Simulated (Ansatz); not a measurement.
## Electronic structure of SiC in real space

```xyz
12
Lattice="3.0970 0.0000 0.0000 -1.5485 2.6821 0.0000 0.0000 0.0000 16.0257" Properties=species:S:1:pos:R:3 pbc="T T T"
C     0.0000    1.7881    1.8643
C     0.0000    0.0000    7.2063
C     1.5485    0.8940   12.5481
Si    1.5485    0.8940    4.1481
Si    0.0000    1.7881    9.4899
Si    0.0000    0.0000   14.8319
Si    0.0000    0.0000    1.1938
Si    1.5485    0.8940    6.5357
Si    0.0000    1.7881   11.8776
C     0.0000    1.7881    3.4776
C     0.0000    0.0000    8.8194
C     1.5485    0.8940   14.1614
```

Space group R-3m; started from the ordered alloy on diamond lattice prototype, which need not be the ambient phase.

Level of theory: Ansatz 0.2.0, DFT, PBE, plane waves, PAW.

Core electrons are frozen (PAW), and the valence fields are smoothed inside the atomic spheres.

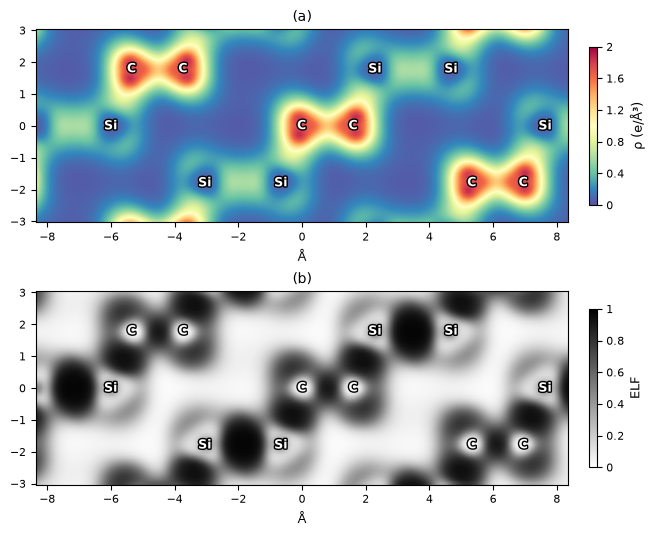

Figure 1. (a) valence charge density (pseudo); (b) electron localisation function on the (110) plane of the conventional cell.

### Read the bonding off the picture.

Atoms in the plane: C and Si.
C–C (1.61 Å): ρ is about 1.3 e/Å³ halfway; the ELF peaks at about 0.90 between the atoms (a covalent bond).
Si–C (1.91 Å): ρ is about 0.88 e/Å³ halfway; the ELF peaks at about 0.95 between the atoms: a covalent bond.
Si–Si (2.39 Å): ρ at the midpoint is about 0.6 e/Å³; the ELF peaks at about 1 between the atoms; a covalent bond.
Between the atoms the lowest density in this plane is 0.05 e/Å³.

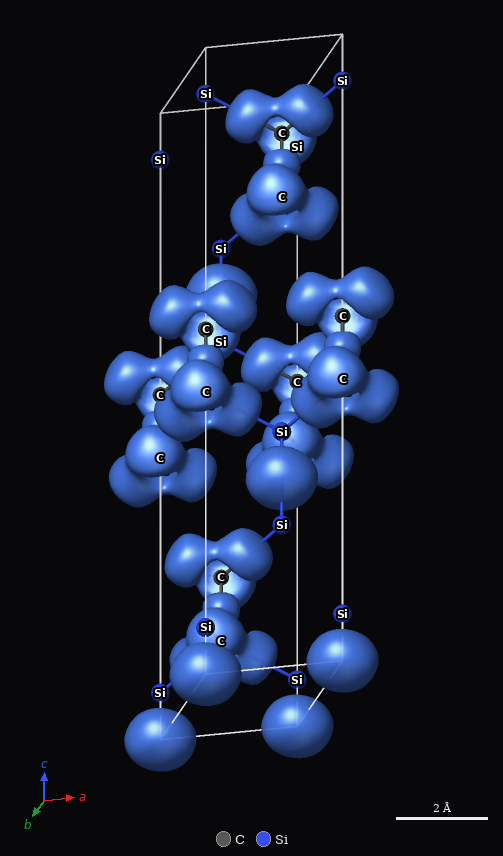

Figure 2. Isosurface of the ELF at 0.75 (blue), seen at an oblique angle. Only the valence region is drawn (cores and ρ < 0.01 e/Å³ removed). Sticks mark near contacts.

### What do the ELF domains correspond to?

The surface consists of three regions between bonded C–C atoms (shared pairs), three regions between bonded Si–Si atoms (shared pairs) and six regions on C in which the atom's valence shell and bonds are merged, counted in one cell of 12 atoms. Any copies at cell faces, edges or corners count once.

### Does the calculation give a band gap?

It is gapped, with a Kohn–Sham gap of 0.43 eV on the k-point mesh (the band edges may lie off the mesh, which would make the gap smaller).
